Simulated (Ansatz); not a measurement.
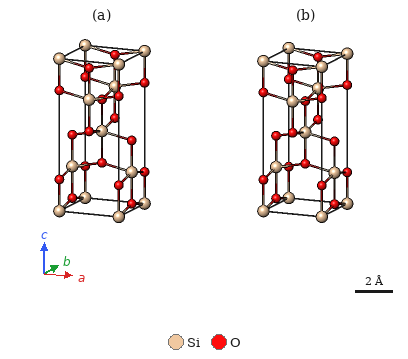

The structure of a crystal of SiO2 (built on the anatase type) before (left) and after (right) a relaxation, at one scale.

Style: ball-and-stick. Shown: the conventional cell (2 times the calculation's cell), slightly off an axis. Lengths and directions refer to the drawn axes.

Method: DFT, LDA, plane waves, PAW (Ansatz 0.2.0). Settings: plane-wave cutoff 420 eV; k-point mesh 10 × 10 × 10; occupations fermi dirac; smearing width 0.02 eV; no spin polarisation; cell and atoms relaxed; force threshold 0.005 eV/Å.

Summarise the run.

Over 6 accepted moves (8 points after the start) the energy falls by 95.4 meV per cell of the calculation. The largest force component goes from 0.24 to 0.00044 eV/Å. Pressure: −12.21 GPa at the start and −0.02 GPa at the end. The SCF was repeated twice at an unchanged geometry on a basis and grid sized afresh for the cell, which shifted the energy by 14.9 meV per cell of the calculation at most. The largest moves relative to the cell, 0.009 Å, are those of O atoms. Si stays in place. The drawn cell changes as follows: a = b 3.527 → 3.470 Å (−1.6 %), c 8.520 → 8.384 Å (−1.6 %); the volume changes by −4.7 %. Among the contacts that change: O–Si 1.800 → 1.769 Å, O–Si 1.771 → 1.751 Å. The space group stays I4_1/amd (No. 141).
